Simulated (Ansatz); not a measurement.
## Run report: BaO, nudged elastic band (part 2 of 2)

Continued. System: BaO (2 atoms in the cell). Method: DFT, LDA, PAW with Ansatz's default frozen-core files, scalar-relativistic, no spin polarisation (Ansatz 0.2.0); cutoff 420 eV, 7×7×7 k-mesh, Fermi–Dirac smearing of 0.02 eV. The structure derives from an entry of the Crystallography Open Database. It belongs to a series of runs on one base structure; here: atom 2 (O) and its images move by one cell vector a.

Geometry of the input (Å; fractional positions):
```
0.0000  2.7500  2.7500
2.7500  0.0000  2.7500
2.7500  2.7500  0.0000
Ba 0.0000  0.0000  0.0000
O  0.5000  0.5000  0.5000
```

Log, continued
```
NEB image 2
SCF 73 converged in 6 iterations: F = -6336.666634 eV  dr2 = 4.16e-9
NEB image 3
SCF 74 converged in 6 iterations: F = -6336.768838 eV  dr2 = 4.48e-12
NEB iter  14: max|band force component| = 1.288e-2 eV/Å  barrier→ = 1.2242 eV  barrier← = 1.2242 eV  CI = image 1  Δτ_max = 0.0008 Å  (18 SCF iters)
NEB image 1
preconditioner: auto → none  [insulator: Δε(μ)=0.703 eV  Ē_g=13.162 eV  σ=0.020 eV  W_gap=1.00  n_scr=14 (ndim 8)  ℏωp=21.5 eV  f_vac=0.003  D(μ)=0.00/eV (n_scr^D=0)  ε∞_Penn≈3.7]
SCF 75 converged in 6 iterations: F = -6336.363763 eV  dr2 = 5.12e-14
NEB image 2
NSCF: frozen V_eff on 172 k-points
NEB image 3
NSCF: frozen V_eff on 172 k-points
NEB image 1
NSCF: frozen V_eff on 172 k-points
the band table was solved once a step of the walk had ended and its energy, with any forces and stress, was formed, with the checks that follow a solve (13874 applications of the Hamiltonian). They found nothing against the state; the energy, forces and stress were not computed again (output.eigenvalues in the input reference)
NEB image 1, as the band closes
preconditioner: auto → none  [insulator: Δε(μ)=0.703 eV  Ē_g=13.161 eV  σ=0.020 eV  W_gap=1.00  n_scr=14 (ndim 8)  ℏωp=21.5 eV  f_vac=0.003  D(μ)=0.00/eV (n_scr^D=0)  ε∞_Penn≈3.7]
SCF 76 converged in 6 iterations: F = -6336.363763 eV  dr2 = 1.18e-20
NEB point 1 about image 1
preconditioner: auto → none  [insulator: Δε(μ)=0.740 eV  Ē_g=13.189 eV  σ=0.020 eV  W_gap=1.00  n_scr=14 (ndim 8)  ℏωp=21.5 eV  f_vac=0.004  D(μ)=0.00/eV (n_scr^D=0)  ε∞_Penn≈3.7]
SCF 77 converged in 6 iterations: F = -6336.384511 eV  dr2 = 2.97e-10
NEB point 2 about image 1
preconditioner: auto → none  [insulator: Δε(μ)=0.764 eV  Ē_g=13.135 eV  σ=0.020 eV  W_gap=1.00  n_scr=14 (ndim 8)  ℏωp=21.5 eV  f_vac=0.002  D(μ)=0.00/eV (n_scr^D=0)  ε∞_Penn≈3.7]
SCF 78 converged in 6 iterations: F = -6336.383470 eV  dr2 = 2.33e-10
NEB point 3 about image 1
preconditioner: auto → none  [insulator: Δε(μ)=0.628 eV  Ē_g=13.169 eV  σ=0.020 eV  W_gap=1.00  n_scr=14 (ndim 8)  ℏωp=21.5 eV  f_vac=0.003  D(μ)=0.00/eV (n_scr^D=0)  ε∞_Penn≈3.7]
SCF 79 converged in 6 iterations: F = -6336.321962 eV  dr2 = 2.22e-11
NEB point 4 about image 1
preconditioner: auto → none  [insulator: Δε(μ)=0.621 eV  Ē_g=13.169 eV  σ=0.020 eV  W_gap=1.00  n_scr=14 (ndim 8)  ℏωp=21.5 eV  f_vac=0.003  D(μ)=0.00/eV (n_scr^D=0)  ε∞_Penn≈3.7]
SCF 80 converged in 6 iterations: F = -6336.321037 eV  dr2 = 2.08e-11
NEB point 5 about image 1
preconditioner: auto → none  [insulator: Δε(μ)=0.606 eV  Ē_g=13.174 eV  σ=0.020 eV  W_gap=1.00  n_scr=14 (ndim 8)  ℏωp=21.5 eV  f_vac=0.003  D(μ)=0.00/eV (n_scr^D=0)  ε∞_Penn≈3.7]
SCF 81 converged in 6 iterations: F = -6336.296687 eV  dr2 = 1.07e-10
NEB point 6 about image 1
preconditioner: auto → none  [insulator: Δε(μ)=0.642 eV  Ē_g=13.173 eV  σ=0.020 eV  W_gap=1.00  n_scr=14 (ndim 8)  ℏωp=21.5 eV  f_vac=0.003  D(μ)=0.00/eV (n_scr^D=0)  ε∞_Penn≈3.7]
SCF 82 converged in 6 iterations: F = -6336.300070 eV  dr2 = 2.19e-10
NEB point between images 0 and 1
preconditioner: auto → none  [insulator: Δε(μ)=2.610 eV  Ē_g=12.903 eV  σ=0.020 eV  W_gap=1.00  n_scr=14 (ndim 8)  ℏωp=21.5 eV  f_vac=0.000  D(μ)=0.00/eV (n_scr^D=0)  ε∞_Penn≈3.8]
SCF 83 converged in 6 iterations: F = -6337.383841 eV  dr2 = 4.35e-8
NEB point between images 1 and 2
preconditioner: auto → none  [insulator: Δε(μ)=2.049 eV  Ē_g=13.263 eV  σ=0.020 eV  W_gap=1.00  n_scr=14 (ndim 8)  ℏωp=21.5 eV  f_vac=0.008  D(μ)=0.00/eV (n_scr^D=0)  ε∞_Penn≈3.6]
SCF 84 converged in 6 iterations: F = -6337.074390 eV  dr2 = 2.17e-8
NEB point between images 2 and 3
preconditioner: auto → none  [insulator: Δε(μ)=0.984 eV  Ē_g=13.301 eV  σ=0.020 eV  W_gap=1.00  n_scr=14 (ndim 8)  ℏωp=21.5 eV  f_vac=0.006  D(μ)=0.00/eV (n_scr^D=0)  ε∞_Penn≈3.6]
SCF 85 converged in 6 iterations: F = -6336.348671 eV  dr2 = 1.22e-8
NEB point between images 3 and 4
preconditioner: auto → none  [insulator: Δε(μ)=2.721 eV  Ē_g=13.036 eV  σ=0.020 eV  W_gap=1.00  n_scr=14 (ndim 8)  ℏωp=21.5 eV  f_vac=0.000  D(μ)=0.00/eV (n_scr^D=0)  ε∞_Penn≈3.7]
SCF 86 converged in 6 iterations: F = -6337.482824 eV  dr2 = 2.80e-9
NEB point between images 0 and 1
preconditioner: auto → none  [insulator: Δε(μ)=1.541 eV  Ē_g=12.854 eV  σ=0.020 eV  W_gap=1.00  n_scr=14 (ndim 8)  ℏωp=21.5 eV  f_vac=0.001  D(μ)=0.00/eV (n_scr^D=0)  ε∞_Penn≈3.8]
SCF 87 converged in 6 iterations: F = -6337.571803 eV  dr2 = 6.61e-8
NEB point between images 0 and 1
preconditioner: auto → none  [insulator: Δε(μ)=1.910 eV  Ē_g=13.018 eV  σ=0.020 eV  W_gap=1.00  n_scr=14 (ndim 8)  ℏωp=21.5 eV  f_vac=0.000  D(μ)=0.00/eV (n_scr^D=0)  ε∞_Penn≈3.7]
SCF 88 converged in 6 iterations: F = -6336.831397 eV  dr2 = 4.12e-8
NEB point between images 1 and 2
preconditioner: auto → none  [insulator: Δε(μ)=1.348 eV  Ē_g=13.260 eV  σ=0.020 eV  W_gap=1.00  n_scr=14 (ndim 8)  ℏωp=21.5 eV  f_vac=0.006  D(μ)=0.00/eV (n_scr^D=0)  ε∞_Penn≈3.6]
SCF 89 converged in 6 iterations: F = -6336.655070 eV  dr2 = 4.95e-9
NEB point between images 1 and 2
preconditioner: auto → none  [insulator: Δε(μ)=2.155 eV  Ē_g=13.256 eV  σ=0.020 eV  W_gap=1.00  n_scr=14 (ndim 8)  ℏωp=21.5 eV  f_vac=0.009  D(μ)=0.00/eV (n_scr^D=0)  ε∞_Penn≈3.6]
SCF 90 converged in 6 iterations: F = -6337.133621 eV  dr2 = 9.40e-9
NEB point between images 2 and 3
preconditioner: auto → none  [insulator: Δε(μ)=1.899 eV  Ē_g=13.398 eV  σ=0.020 eV  W_gap=1.00  n_scr=14 (ndim 8)  ℏωp=21.5 eV  f_vac=0.010  D(μ)=0.00/eV (n_scr^D=0)  ε∞_Penn≈3.6]
SCF 91 converged in 6 iterations: F = -6336.591736 eV  dr2 = 2.12e-9
NEB point between images 2 and 3
preconditioner: auto → none  [insulator: Δε(μ)=0.774 eV  Ē_g=13.145 eV  σ=0.020 eV  W_gap=1.00  n_scr=14 (ndim 8)  ℏωp=21.5 eV  f_vac=0.001  D(μ)=0.00/eV (n_scr^D=0)  ε∞_Penn≈3.7]
SCF 92 converged in 6 iterations: F = -6336.344446 eV  dr2 = 1.26e-8
NEB point between images 3 and 4
preconditioner: auto → none  [insulator: Δε(μ)=2.726 eV  Ē_g=13.104 eV  σ=0.020 eV  W_gap=1.00  n_scr=14 (ndim 8)  ℏωp=21.5 eV  f_vac=0.000  D(μ)=0.00/eV (n_scr^D=0)  ε∞_Penn≈3.7]
SCF 93 converged in 6 iterations: F = -6337.206247 eV  dr2 = 2.94e-9
NEB point between images 3 and 4
preconditioner: auto → none  [insulator: Δε(μ)=1.789 eV  Ē_g=12.992 eV  σ=0.020 eV  W_gap=1.00  n_scr=14 (ndim 8)  ℏωp=21.5 eV  f_vac=0.000  D(μ)=0.00/eV (n_scr^D=0)  ε∞_Penn≈3.7]
SCF 94 converged in 6 iterations: F = -6337.576933 eV  dr2 = 3.87e-8
NEB point between images 0 and 1
preconditioner: auto → none  [insulator: Δε(μ)=1.144 eV  Ē_g=13.088 eV  σ=0.020 eV  W_gap=1.00  n_scr=14 (ndim 8)  ℏωp=21.5 eV  f_vac=0.000  D(μ)=0.00/eV (n_scr^D=0)  ε∞_Penn≈3.7]
SCF 95 converged in 6 iterations: F = -6336.514305 eV  dr2 = 1.41e-9
NEB point between images 2 and 3
preconditioner: auto → none  [insulator: Δε(μ)=1.445 eV  Ē_g=13.360 eV  σ=0.020 eV  W_gap=1.00  n_scr=14 (ndim 8)  ℏωp=21.5 eV  f_vac=0.008  D(μ)=0.00/eV (n_scr^D=0)  ε∞_Penn≈3.6]
SCF 96 converged in 6 iterations: F = -6336.474923 eV  dr2 = 5.35e-9
NEB point between images 2 and 3
preconditioner: auto → none  [insulator: Δε(μ)=0.702 eV  Ē_g=13.225 eV  σ=0.020 eV  W_gap=1.00  n_scr=14 (ndim 8)  ℏωp=21.5 eV  f_vac=0.004  D(μ)=0.00/eV (n_scr^D=0)  ε∞_Penn≈3.7]
SCF 97 converged in 6 iterations: F = -6336.282757 eV  dr2 = 7.48e-9
NEB point between images 2 and 3
preconditioner: auto → none  [insulator: Δε(μ)=1.229 eV  Ē_g=13.068 eV  σ=0.020 eV  W_gap=1.00  n_scr=14 (ndim 8)  ℏωp=21.5 eV  f_vac=0.000  D(μ)=0.00/eV (n_scr^D=0)  ε∞_Penn≈3.7]
SCF 98 converged in 6 iterations: F = -6336.528315 eV  dr2 = 4.36e-8
NEB point between images 2 and 3
preconditioner: auto → none  [insulator: Δε(μ)=0.694 eV  Ē_g=13.220 eV  σ=0.020 eV  W_gap=1.00  n_scr=14 (ndim 8)  ℏωp=21.5 eV  f_vac=0.004  D(μ)=0.00/eV (n_scr^D=0)  ε∞_Penn≈3.7]
SCF 99 converged in 6 iterations: F = -6336.282447 eV  dr2 = 8.73e-9
NEB point between images 2 and 3
preconditioner: auto → none  [insulator: Δε(μ)=0.815 eV  Ē_g=13.217 eV  σ=0.020 eV  W_gap=1.00  n_scr=14 (ndim 8)  ℏωp=21.5 eV  f_vac=0.004  D(μ)=0.00/eV (n_scr^D=0)  ε∞_Penn≈3.7]
SCF 100 converged in 6 iterations: F = -6336.374162 eV  dr2 = 1.28e-8
NEB point between images 2 and 3
preconditioner: auto → none  [insulator: Δε(μ)=1.589 eV  Ē_g=13.355 eV  σ=0.020 eV  W_gap=1.00  n_scr=14 (ndim 8)  ℏωp=21.5 eV  f_vac=0.009  D(μ)=0.00/eV (n_scr^D=0)  ε∞_Penn≈3.6]
SCF 101 converged in 6 iterations: F = -6336.609474 eV  dr2 = 5.31e-9
NEB point between images 2 and 3
preconditioner: auto → none  [insulator: Δε(μ)=1.078 eV  Ē_g=13.292 eV  σ=0.020 eV  W_gap=1.00  n_scr=14 (ndim 8)  ℏωp=21.5 eV  f_vac=0.006  D(μ)=0.00/eV (n_scr^D=0)  ε∞_Penn≈3.6]
SCF 102 converged in 6 iterations: F = -6336.473792 eV  dr2 = 1.15e-8
NEB point between images 2 and 3
preconditioner: auto → none  [insulator: Δε(μ)=2.069 eV  Ē_g=13.400 eV  σ=0.020 eV  W_gap=1.00  n_scr=14 (ndim 8)  ℏωp=21.5 eV  f_vac=0.010  D(μ)=0.00/eV (n_scr^D=0)  ε∞_Penn≈3.6]
SCF 103 converged in 7 iterations: F = -6336.695405 eV  dr2 = 2.92e-9
NEB point between images 2 and 3
preconditioner: auto → none  [insulator: Δε(μ)=1.018 eV  Ē_g=13.102 eV  σ=0.020 eV  W_gap=1.00  n_scr=14 (ndim 8)  ℏωp=21.5 eV  f_vac=0.000  D(μ)=0.00/eV (n_scr^D=0)  ε∞_Penn≈3.7]
SCF 104 converged in 6 iterations: F = -6336.459737 eV  dr2 = 2.66e-8
NEB point between images 2 and 3
preconditioner: auto → none  [insulator: Δε(μ)=0.826 eV  Ē_g=13.222 eV  σ=0.020 eV  W_gap=1.00  n_scr=14 (ndim 8)  ℏωp=21.5 eV  f_vac=0.004  D(μ)=0.00/eV (n_scr^D=0)  ε∞_Penn≈3.7]
SCF 105 converged in 6 iterations: F = -6336.378545 eV  dr2 = 1.33e-8
NEB point between images 2 and 3
preconditioner: auto → none  [insulator: Δε(μ)=1.608 eV  Ē_g=13.356 eV  σ=0.020 eV  W_gap=1.00  n_scr=14 (ndim 8)  ℏωp=21.5 eV  f_vac=0.009  D(μ)=0.00/eV (n_scr^D=0)  ε∞_Penn≈3.6]
SCF 106 converged in 6 iterations: F = -6336.617770 eV  dr2 = 5.21e-9
NEB point between images 2 and 3
preconditioner: auto → none  [insulator: Δε(μ)=1.103 eV  Ē_g=13.295 eV  σ=0.020 eV  W_gap=1.00  n_scr=14 (ndim 8)  ℏωp=21.5 eV  f_vac=0.007  D(μ)=0.00/eV (n_scr^D=0)  ε∞_Penn≈3.6]
SCF 107 converged in 6 iterations: F = -6336.483842 eV  dr2 = 1.10e-8
NEB point between images 2 and 3
preconditioner: auto → none  [insulator: Δε(μ)=2.075 eV  Ē_g=13.400 eV  σ=0.020 eV  W_gap=1.00  n_scr=14 (ndim 8)  ℏωp=21.5 eV  f_vac=0.010  D(μ)=0.00/eV (n_scr^D=0)  ε∞_Penn≈3.6]
SCF 108 converged in 7 iterations: F = -6336.699099 eV  dr2 = 2.87e-9
NEB point between images 2 and 3
SCF iter   1: F=—  HF=-6336.646841 eV  |F-HF|=—  |Δ(HF+E_count)|=         —  Δρ=4.79e-2  dr2=7.00e-1  ethr=3.10e-3  ⟨swp⟩=8.8  Hψ=18219  notcnv=0
preconditioner: auto → none  [insulator: Δε(μ)=1.004 eV  Ē_g=13.105 eV  σ=0.020 eV  W_gap=1.00  n_scr=14 (ndim 8)  ℏωp=21.5 eV  f_vac=0.000  D(μ)=0.00/eV (n_scr^D=0)  ε∞_Penn≈3.7]
SCF iter   2: F=—  HF=-6336.458747 eV  |F-HF|=—  |Δ(HF+E_count)|=   1.88e-1  Δρ=1.71e-2  dr2=6.60e-2  ethr=3.10e-3  ⟨swp⟩=3.3  Hψ=5218  notcnv=0
SCF iter   3: F=—  HF=-6336.454019 eV  |F-HF|=—  |Δ(HF+E_count)|=   4.73e-3  Δρ=4.61e-3  dr2=4.52e-3  ethr=4.12e-4  ⟨swp⟩=2.0  Hψ=2752  notcnv=0
SCF iter   4: F=—  HF=-6336.454512 eV  |F-HF|=—  |Δ(HF+E_count)|=   4.93e-4  Δρ=3.61e-4  dr2=2.14e-5  ethr=2.82e-5  ⟨swp⟩=2.3  Hψ=2914  notcnv=0
SCF iter   5: F=—  HF=-6336.454527 eV  |F-HF|=—  |Δ(HF+E_count)|=   1.51e-5  Δρ=6.79e-5  dr2=7.80e-7  ethr=1.33e-7  ⟨swp⟩=2.2  Hψ=3334  notcnv=0
SCF iter   6: F=-6336.454527 eV  HF=-6336.454527 eV  |F-HF|=1.84e-8  |Δ(HF+E_count)|=   8.45e-8  Δρ=8.91e-6  dr2=2.50e-8  ethr=6.25e-10  ⟨swp⟩=5.1  Hψ=8153  notcnv=0
SCF 109 converged in 6 iterations: F = -6336.454527 eV  dr2 = 2.50e-8
NEB iter  15: max|band force component| = 1.642e-2 eV/Å  barrier→ = 1.2242 eV  barrier← = 1.2242 eV  CI = image 1  Δτ_max = 0.0000 Å  (212 SCF iters)
```

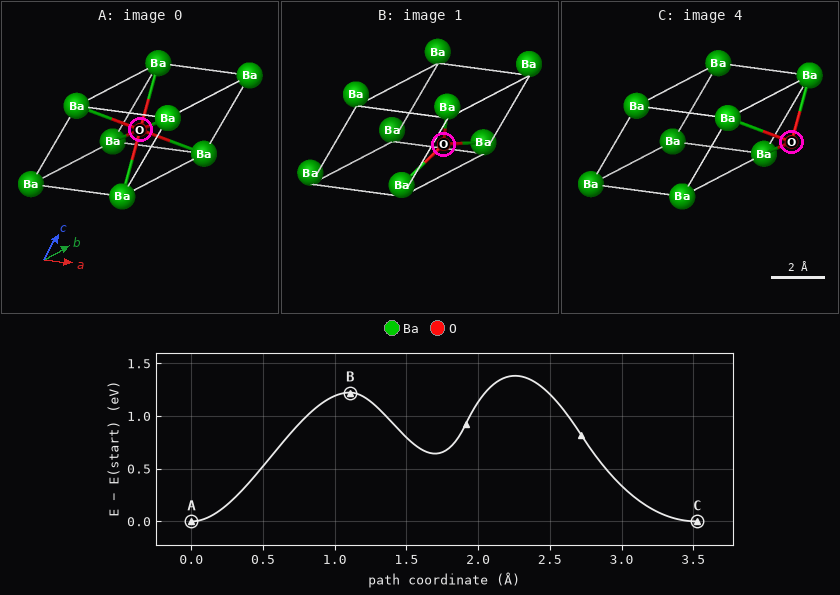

**Figure 1.** Images of the last band (counted from 0; ball-and-stick, reduced simulation cell, seen at an oblique angle), with the moving atom and its periodic copies ringed, above the energy along the path; the line is a cubic interpolation that uses the forces. The highest image is number 1, 1.224 eV above the start and 1.224 eV above the end (the climbing image); start and end have the same energy. The path is 3.53 Å long, and O2 moves most (3.89 Å). The band converged in 15 iterations.

```
SCF converged after 6 iterations
Free energy (F): -6336.363763 eV
Harris-Foulkes:  -6336.363763 eV  (|F-HF|=3.64e-12)
Internal energy: -6336.363763 eV  (E = F + TS)
E sigma→0 (E₀):  -6336.363763 eV
Fermi energy:    9.802751 eV
--- Per-component energies (eV) ---
  E_band       = -14.826114
  E_kinetic    = 354.065850
  E_local      = -660.990872  (includes V_loc(G=0)·N_el)
  E_nonlocal   = 112.082148
  E_hartree    = 245.501250
  E_xc         = -243.611147
  E_vxc        = -234.629976  (∫ρ·V_xc dr)
  E_paw        = -5205.862953  (= ΣΔE_a)
  E_vpaw       = -76.358276  (= ΣTr[D̂ρ^β])
  E_aug_tail   = 0.002512  (compensation charges beyond the density's cutoff)
  E_ewald      = -937.929988
  E_core_change = 0.379437  (= ΣΔE_core)
  E_smearing   = -0.000000  (= −TS)
  E_closure    = -0.000000  (closes the sum)
  Σ components = -6336.363763   (vs F -6336.363763, Δ=0.00e0)
--- Forces (eV/Å), atoms counted from 1 ---
  atom   1  Ba     0.00138550    -0.00011935    -0.00011642
  atom   2  O     -0.00138339     0.00011900     0.00011609
  max |Σ_I F_I| component: 2.12e-6 eV/Å
--- Band table (eV; the first three rows and the last of 172) ---
  k-point 0: bands = ["-16.9266", "-6.5610", "-1.5574", "-1.5571", "-1.2687", "6.5968", "6.5973", "7.3738", "10.1178", "14.6759", "14.8374", "14.8374"]
  k-point 1: bands = ["-16.8442", "-6.9846", "-1.6592", "-1.3753", "-1.2031", "6.5512", "6.9400", "7.2304", "10.6504", "14.2983", "14.7163", "15.1557"]
  k-point 2: bands = ["-16.6471", "-7.8066", "-1.8714", "-1.4983", "-0.7115", "6.6261", "7.0861", "7.7552", "11.5975", "13.4969", "14.4106", "15.9673"]
  k-point 171: bands = ["-16.5995", "-7.0594", "-2.9763", "-1.8702", "-1.4089", "6.3950", "6.7842", "7.3521", "13.5147", "15.3996", "16.3444", "17.4481"]
this run last wrote the band of iteration 15 to [file]; this run last wrote the band within `neb.f_tol` of iteration 14 to [file]
--- NEB band (5 images, 15 band iterations, 568 SCF iterations, 96 more in tests of the images' electronic states and relaxations of end points) ---
  forward barrier  = 1.224158 eV
  backward barrier = 1.224158 eV
  lagrangian_above_aufbau_ev (what the smearing adds, to first order; not taken off the barriers): saddle image -0.000000 eV, end points -0.000000 and -0.000000 eV
  climbing image's point = a first-order saddle point (lowest curvatures found: -12.47 and 25.82 eV/Å²)
  energies are F+E_penalty+E_count in eV, relative to image 0
  image     s (Å)  Δ vs image 0  max|band force component| (eV/Å)
      0    0.0000      0.000000                                 —
  *   1    1.1066      1.224158                          9.566e-4
      2    1.9126      0.921287                          1.642e-2
      3    2.7198      0.819083                          8.986e-4
      4    3.5268      0.000000                                 —
  saddle-point geometry (image 1):
  cell:  # Å, volume = 41.5938 Å³
    - [0.0, 2.75, 2.75]
    - [2.75, 0.0, 2.75]
    - [2.75, 2.75, 0.0]
  atoms:
    - { symbol: Ba, position: [-0.1214230653761755, 0.08213511871386558, 0.08213515933542564] }
    - { symbol: O, position: [0.8714230653761753, 0.41786488128613464, 0.4178648406645743] }
```

The last band as extended XYZ (Å, eV, eV/Å)
```
2
Lattice="0.0000 2.7500 2.7500 2.7500 0.0000 2.7500 2.7500 2.7500 0.0000" Properties=species:S:1:pos:R:3:forces:R:3 image=0 energy=-6337.58792
Ba    0.0000    0.0000    0.0000    0.0000   0.0000   0.0000
O     2.7500    2.7500    2.7500    0.0000   0.0000   0.0000
2
Lattice="0.0000 2.7500 2.7500 2.7500 0.0000 2.7500 2.7500 2.7500 0.0000" Properties=species:S:1:pos:R:3:forces:R:3 image=1 energy=-6336.36376
Ba    0.4517   -0.1080   -0.1080    0.0014  -0.0001  -0.0001
O     2.2983    3.5455    3.5455   -0.0014   0.0001   0.0001
2
Lattice="0.0000 2.7500 2.7500 2.7500 0.0000 2.7500 2.7500 2.7500 0.0000" Properties=species:S:1:pos:R:3:forces:R:3 image=2 energy=-6336.66663
Ba    0.7711   -0.0981   -0.0981   -1.9878   2.0988   2.0988
O     1.9789    4.2231    4.2231    1.9878  -2.0988  -2.0988
2
Lattice="0.0000 2.7500 2.7500 2.7500 0.0000 2.7500 2.7500 2.7500 0.0000" Properties=species:S:1:pos:R:3:forces:R:3 image=3 energy=-6336.76884
Ba    0.3430   -0.0212   -0.0212   -1.1354  -0.7067  -0.7067
O     2.4070    4.8337    4.8337    1.1354   0.7067   0.7067
2
Lattice="0.0000 2.7500 2.7500 2.7500 0.0000 2.7500 2.7500 2.7500 0.0000" Properties=species:S:1:pos:R:3:forces:R:3 image=4 energy=-6337.58792
Ba    0.0000    0.0000    0.0000    0.0000   0.0000   0.0000
O     2.7500    5.5000    5.5000    0.0000   0.0000   0.0000
```

Results in brief

```json
{"quantity": "outcome", "value": "converged"}
{"quantity": "barrier, forward", "value": "1.224 eV"}
{"quantity": "barrier, backward", "value": "1.224 eV"}
{"quantity": "space group of the start (tolerance 0.01 Å)", "value": "Fm-3m (225)"}
{"quantity": "electrons treated", "value": "16"}
{"quantity": "hardware", "value": "4 threads of AMD EPYC 7571, 12 GiB of memory available, shared host"}
{"quantity": "wall time", "value": "12 min (CPU time 41 min)"}
{"quantity": "peak memory", "value": "1 GiB"}
```
